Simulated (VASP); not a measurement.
**Geometry relaxation, with input and output: CdS (part 2 of 2)**

The same run, continued: CdS (F-43m, 2 atoms in the cell); Kohn-Sham DFT of a periodic cell, PBE, VASP PAW PBE potentials, minimal, no spin polarisation (VASP 6.6.1); cutoff 300 eV, 4×4×4 k-mesh, Gaussian smearing of 0.03 eV. The structure derives from an entry of the Crystallography Open Database.

Geometry of the input (Å; fractional positions):
```
0.0000  2.9653  2.9653
2.9653  -0.0000  2.9653
2.9653  2.9653  -0.0000
Cd 0.0000  0.0000  0.0000
S  0.2500  0.2500  0.2500
```

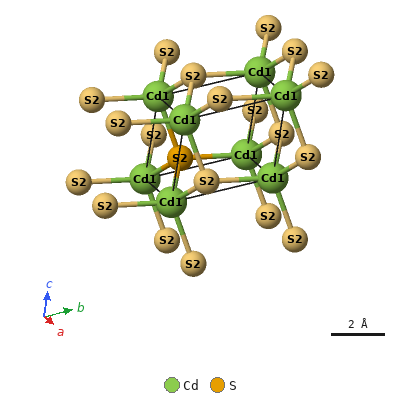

*The geometry at step 1 of the log (ball-and-stick view of the cell of the calculation, seen slightly off an axis; neighbours outside the cell are drawn fainter; atoms are numbered from 1 in the order of the input).*

## Parts of OUTCAR, continued
```
  FORCE on cell =-STRESS in cart. coord.  units (eV):
  Direction    XX          YY          ZZ          XY          YZ          ZX
  --------------------------------------------------------------------------------------
  -------------------------------------------------------------------------------------
  Total        0.0651575      0.0651575      0.0651575      0.0000000      0.0000000     -0.0000000
  in kB        2.0019254      2.0019254      2.0019254      0.0000000      0.0000000     -0.0000000
  external PRESSURE =       2.0019254 kB  Pullay stress =       0.0000000 kB

 VOLUME and BASIS-vectors are now :
 -----------------------------------------------------------------------------
  energy-cutoff  :      300.00
  volume of cell :       52.15
      direct lattice vectors                 reciprocal lattice vectors
     0.000000000  2.965279286  2.965279286    -0.168618181  0.168618181  0.168618181
     2.965279286  0.000000000  2.965279286     0.168618181 -0.168618181  0.168618181
     2.965279286  2.965279286  0.000000000     0.168618181  0.168618181 -0.168618181

 POSITION                                       TOTAL-FORCE (eV/Angst)
 -----------------------------------------------------------------------------------
      0.00000      0.00000      0.00000        -0.000000      0.000000      0.000000
      1.48264      1.48264      1.48264         0.000000     -0.000000     -0.000000
 -----------------------------------------------------------------------------------
    total drift:                               -0.000003     -0.000003     -0.000003

  FREE ENERGIE OF THE ION-ELECTRON SYSTEM (eV)
  ---------------------------------------------------
  free  energy   TOTEN  =        -6.1100572427 eV

  energy  without entropy=       -6.1100572427  energy(sigma->0) =       -6.11005724

--------------------------------------- Ionic step        2  -------------------------------------------

 number of electron      18.0000005 magnetization

------------------------ aborting loop because EDIFF is reached ----------------------------------------

  FORCE on cell =-STRESS in cart. coord.  units (eV):
  Direction    XX          YY          ZZ          XY          YZ          ZX
  --------------------------------------------------------------------------------------
  -------------------------------------------------------------------------------------
  Total       -0.0263745     -0.0263745     -0.0263745      0.0000000     -0.0000000     -0.0000000
  in kB       -0.8065316     -0.8065316     -0.8065316      0.0000000     -0.0000000     -0.0000000
  external PRESSURE =      -0.8065316 kB  Pullay stress =       0.0000000 kB

 VOLUME and BASIS-vectors are now :
 -----------------------------------------------------------------------------
  energy-cutoff  :      300.00
  volume of cell :       52.39
      direct lattice vectors                 reciprocal lattice vectors
     0.000000000  2.969939768  2.969939768    -0.168353583  0.168353583  0.168353583
     2.969939768  0.000000000  2.969939768     0.168353583 -0.168353583  0.168353583
     2.969939768  2.969939768  0.000000000     0.168353583  0.168353583 -0.168353583

 POSITION                                       TOTAL-FORCE (eV/Angst)
 -----------------------------------------------------------------------------------
      5.93988      2.96994      2.96994        -0.000000     -0.000000     -0.000000
      1.48497      1.48497      1.48497         0.000000      0.000000      0.000000
 -----------------------------------------------------------------------------------
    total drift:                               -0.000003     -0.000003     -0.000003

  FREE ENERGIE OF THE ION-ELECTRON SYSTEM (eV)
  ---------------------------------------------------
  free  energy   TOTEN  =        -6.1101557783 eV

  energy  without entropy=       -6.1101557783  energy(sigma->0) =       -6.11015578

--------------------------------------- Ionic step        3  -------------------------------------------

 number of electron      18.0000006 magnetization

 Free energy of the ion-electron system (eV)
  ---------------------------------------------------
  ext. energy  EPLUGINS =         0.00000000
  ---------------------------------------------------
  free energy    TOTEN  =        -6.11016949 eV

  energy without entropy =       -6.11016949  energy(sigma->0) =       -6.11016949

 E-fermi :   1.0942     XC(G=0):  -8.8948     alpha+bet : -6.7225

 val. band max:        0.9010953920   @ k =   0.0000   0.0000   0.0000
 cond. band min:       1.9128428635   @ k =   0.0000   0.0000   0.0000
 fundamental gap:      1.0117474716
 Fermi energy:         1.0941787231

 k-point     1 :       0.0000    0.0000    0.0000
  band No.  band energies     occupation
      1     -11.1599      2.00000
      2      -6.6551      2.00000
      3      -6.6551      2.00000
      4      -6.6551      2.00000
      5      -6.2446      2.00000
      6      -6.2446      2.00000
      7       0.9011      2.00000
      8       0.9011      2.00000
      9       0.9011      2.00000
     10       1.9128      0.00000
     11       7.4361      0.00000
     12       7.4361      0.00000
     13       7.4361      0.00000

 k-point     2 :       0.2500    0.0000    0.0000
  band No.  band energies     occupation
      1     -10.9701      2.00000
      2      -6.5932      2.00000
      3      -6.5932      2.00000
      4      -6.4261      2.00000
      5      -6.2406      2.00000
      6      -6.2406      2.00000
      7      -1.4793      2.00000
      8       0.5421      2.00000
      9       0.5421      2.00000
     10       3.5494      0.00000
     11       7.1284      0.00000
     12       7.9133      0.00000
     13       7.9133      0.00000

 k-point     3 :       0.5000    0.0000    0.0000
  band No.  band energies     occupation
      1     -10.7807      2.00000
      2      -6.5507      2.00000
      3      -6.5507      2.00000
      4      -6.2120      2.00000
      5      -6.2120      2.00000
      6      -5.9082      2.00000
      7      -3.2030      2.00000
      8       0.2202      2.00000
      9       0.2202      2.00000
     10       3.8122      0.00000
     11       7.8920      0.00000
     12       7.8920      0.00000
     13       8.2063      0.00000

 k-point     4 :       0.2500    0.2500    0.0000
  band No.  band energies     occupation
      1     -10.9086      2.00000
      2      -6.5167      2.00000
      3      -6.5167      2.00000
      4      -6.4882      2.00000
      5      -6.2548      2.00000
      6      -6.2074      2.00000
      7      -1.3476      2.00000
      8      -0.0250      2.00000
      9      -0.0250      2.00000
     10       4.3586      0.00000
     11       5.7265      0.00000
     12       8.9386      0.00000
     13       8.9386      0.00000

 k-point     5 :       0.5000    0.2500    0.0000
  band No.  band energies     occupation
      1     -10.7233      2.00000
      2      -6.5015      2.00000
      3      -6.4500      2.00000
      4      -6.3173      2.00000
      5      -6.1993      2.00000
      6      -5.8739      2.00000
      7      -2.7375      2.00000
      8      -0.9036      2.00000
      9      -0.3220      2.00000
     10       5.0231      0.00000
     11       6.3056      0.00000
     12       8.4164      0.00000
     13       9.2277      0.00000

 k-point     6 :      -0.2500    0.2500    0.0000
  band No.  band energies     occupation
      1     -10.7839      2.00000
      2      -6.5222      2.00000
      3      -6.5120      2.00000
      4      -6.2601      2.00000
      5      -6.2536      2.00000
      6      -6.0087      2.00000
      7      -2.4035      2.00000
      8      -0.9588      2.00000
      9       0.2027      2.00000
     10       4.9977      0.00000
     11       7.0417      0.00000
     12       7.5574      0.00000
     13       8.5309      0.00000

 k-point     7 :       0.5000    0.5000    0.0000
  band No.  band energies     occupation
      1     -10.6634      2.00000
      2      -6.4592      2.00000
      3      -6.3550      2.00000
      4      -6.3550      2.00000
      5      -6.1701      2.00000
      6      -5.8479      2.00000
      7      -2.8370      2.00000
      8      -0.8066      2.00000
      9      -0.8066      2.00000
     10       4.5238      0.00000
     11       5.1600      0.00000
     12       9.9124      0.00000
     13      11.3470      0.00000

 k-point     8 :      -0.2500    0.5000    0.2500
  band No.  band energies     occupation
      1     -10.6648      2.00000
      2      -6.4489      2.00000
      3      -6.4394      2.00000
      4      -6.2775      2.00000
      5      -6.2355      2.00000
      6      -5.6942      2.00000
      7      -2.7660      2.00000
      8      -1.1469      2.00000
      9      -1.1143      2.00000
     10       6.0887      0.00000
     11       6.3361      0.00000
     12       8.0180      0.00000
     13       8.9724      0.00000

------------------------ aborting loop because EDIFF is reached ----------------------------------------

  FORCE on cell =-STRESS in cart. coord.  units (eV):
  Direction    XX          YY          ZZ          XY          YZ          ZX
  --------------------------------------------------------------------------------------
  -------------------------------------------------------------------------------------
  Total        0.0023985      0.0023985      0.0023985      0.0000000      0.0000000      0.0000000
  in kB        0.0734390      0.0734390      0.0734390      0.0000000      0.0000000      0.0000000
  external PRESSURE =       0.0734390 kB  Pullay stress =       0.0000000 kB

 VOLUME and BASIS-vectors are now :
 -----------------------------------------------------------------------------
  energy-cutoff  :      300.00
  volume of cell :       52.33
      direct lattice vectors                 reciprocal lattice vectors
     0.000000000  2.968687323  2.968687323    -0.168424608  0.168424608  0.168424608
     2.968687323  0.000000000  2.968687323     0.168424608 -0.168424608  0.168424608
     2.968687323  2.968687323  0.000000000     0.168424608  0.168424608 -0.168424608

 POSITION                                       TOTAL-FORCE (eV/Angst)
 -----------------------------------------------------------------------------------
      0.00000      0.00000      0.00000        -0.000000     -0.000000     -0.000000
      1.48434      1.48434      1.48434         0.000000      0.000000      0.000000
 -----------------------------------------------------------------------------------
    total drift:                               -0.000003     -0.000003     -0.000003

  FREE ENERGIE OF THE ION-ELECTRON SYSTEM (eV)
  ---------------------------------------------------
  free  energy   TOTEN  =        -6.1101694924 eV

  energy  without entropy=       -6.1101694924  energy(sigma->0) =       -6.11016949

 reached required accuracy - stopping structural energy minimisation
```

## CONTCAR
```
CdS
   1.00000000000000
     0.0000000000000000    2.9686873234607618    2.9686873234607618
     2.9686873234607618    0.0000000000000000    2.9686873234607618
     2.9686873234607618    2.9686873234607618    0.0000000000000000
  Cd              S
     1     1
Direct
     0.0000000000000000    0.0000000000000000    0.0000000000000000
     0.2500000000000000    0.2500000000000000    0.2500000000000000

  0.00000000E+00  0.00000000E+00  0.00000000E+00
  0.00000000E+00  0.00000000E+00  0.00000000E+00
```

## Trajectory as extended XYZ (Å, eV, eV/Å), 3 frames, from step=0 to step=2
```
2
Lattice="0.0000 2.9653 2.9653 2.9653 0.0000 2.9653 2.9653 2.9653 0.0000" Properties=species:S:1:pos:R:3:forces:R:3 step=0 energy=-6.11006
Cd    0.0000    0.0000    0.0000    0.0000   0.0000   0.0000
S     1.4826    1.4826    1.4826    0.0000   0.0000   0.0000
2
Lattice="0.0000 2.9699 2.9699 2.9699 0.0000 2.9699 2.9699 2.9699 0.0000" Properties=species:S:1:pos:R:3:forces:R:3 step=1 energy=-6.11016
Cd    5.9399    2.9699    2.9699    0.0000   0.0000   0.0000
S     1.4850    1.4850    1.4850    0.0000   0.0000   0.0000
2
Lattice="0.0000 2.9687 2.9687 2.9687 0.0000 2.9687 2.9687 2.9687 0.0000" Properties=species:S:1:pos:R:3:forces:R:3 step=2 energy=-6.11017
Cd    0.0000    0.0000    0.0000    0.0000   0.0000   0.0000
S     1.4843    1.4843    1.4843    0.0000   0.0000   0.0000
```

## Summary

| quantity | value |
| --- | --- |
| outcome | converged |
| space group (tolerance 0.01 Å) | F-43m (216) |
| electrons treated | 18 |
| free energy | −6.1102 eV |
| Fermi energy | 1.094 eV |
| gap on the k-point mesh | 1.01 eV |
| pressure | 0.01 GPa |
| final volume | 52.33 Å³ |
| largest force (length of the vector) at the end | under 0.001 eV/Å |
| final cell | a = 4.198 Å, b = 4.198 Å, c = 4.198 Å, α = 60.00°, β = 60.00°, γ = 60.00° |
| hardware | 1 thread of Intel Xeon @ 2.50GHz (Skylake/Cascade Lake), 128 GiB of memory available, shared host |
| wall time | 10 s |
| peak memory | 0.13 GiB |
